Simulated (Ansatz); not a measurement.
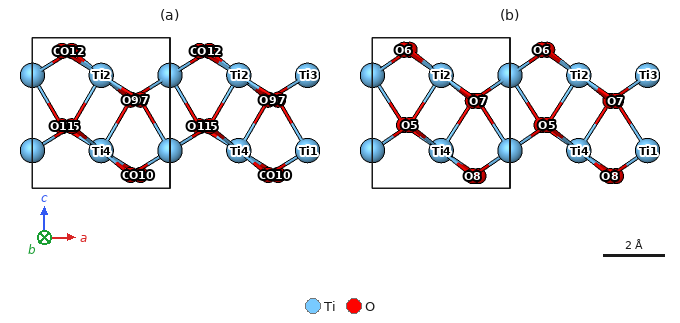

The structure of crystalline TiO₂ (set up in Pbcn) before (left) and after (right) a relaxation, at one scale.

Style: ball-and-stick. Shown: the cell of the calculation, repeated 2 × 1 × 1 with one cell outlined, along the b axis.

Theory: DFT, PBE, plane-wave PAW, default files, scalar-relativistic (Ansatz). Set-up: plane-wave cutoff 420 eV; k-point mesh 6 × 5 × 6; occupations fermi dirac; smearing width 0.01 eV; no spin polarisation; atoms relaxed in a fixed cell; force threshold 0.02 eV/Å; at most 60 steps.

Question: Describe what moved and what it gained.

Answer: The largest moves, 0.086 Å, are those of 8 atoms (O5, O6, O7, O8 and others). O11 goes roughly along [2 1 1]. By element the largest moves are O 0.086 Å, Ti 0.019 Å. The cell stays as it was. Some distances before and after: Ti1–O10 2.050 → 2.089 Å, Ti1–Ti3 3.104 → 3.127 Å, Ti1–O5 1.891 → 1.869 Å, Ti1–O6 1.946 → 1.958 Å. Among the angles between lasting bonds that change: O6–Ti3–O7 75.5° → 79.3°, O6–Ti3–O9 163.3° → 166.8°, O10–Ti3–O11 164.7° → 161.8°. The space group stays Pbcn (No. 60). After 4 geometry steps the energy has fallen by 16.8 meV per atom. Largest force component: 0.69 eV/Å at the start, 0.0019 eV/Å at the end.
